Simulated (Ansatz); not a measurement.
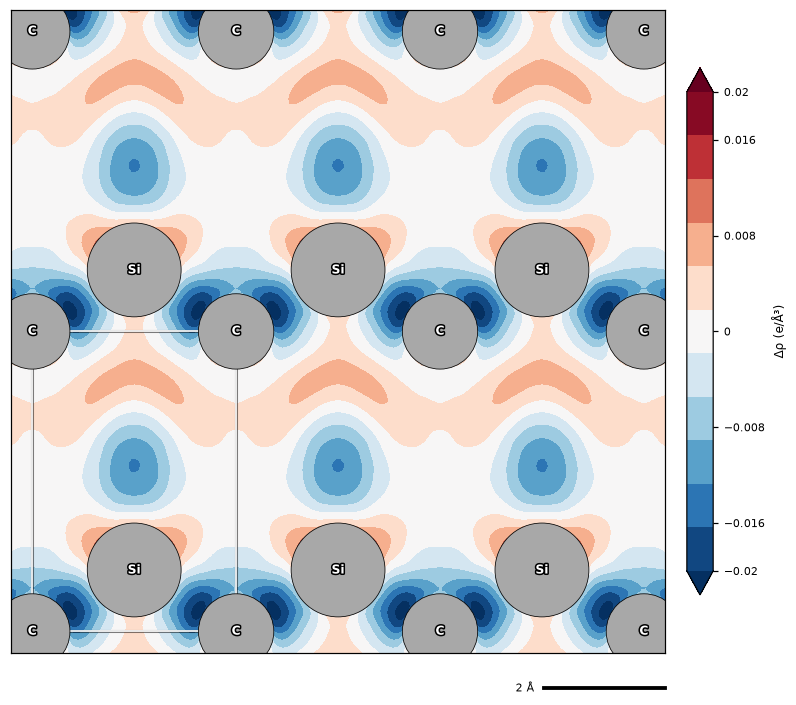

SiC. Difference of the valence pseudo-densities of two functionals at the same geometry, on the (100) plane of the calculation cell: one of PBE and r2SCAN less the other.

Both computed with Ansatz (plane waves, PAW), on the same k-point mesh. Grey discs cover the atomic cores.

```
C Si
1.0
     2.57651    0.00000    0.00000
     0.00000    3.35747    0.00000
     0.00000    0.00000    4.94116
C Si
2 2
Direct
  0.75000 0.00000 0.91255
  0.25000 0.00000 0.08745
  0.25000 0.50000 0.29243
  0.75000 0.50000 0.70757
```

### Which was subtracted from which, and what does the map show?

It is PBE less r2SCAN. Against r2SCAN, PBE gives less density around C (−0.009 e/Å³ on average at 0.8 Å from the nucleus) and a change of −0.015 e/Å³ at the midpoint of Si–C.
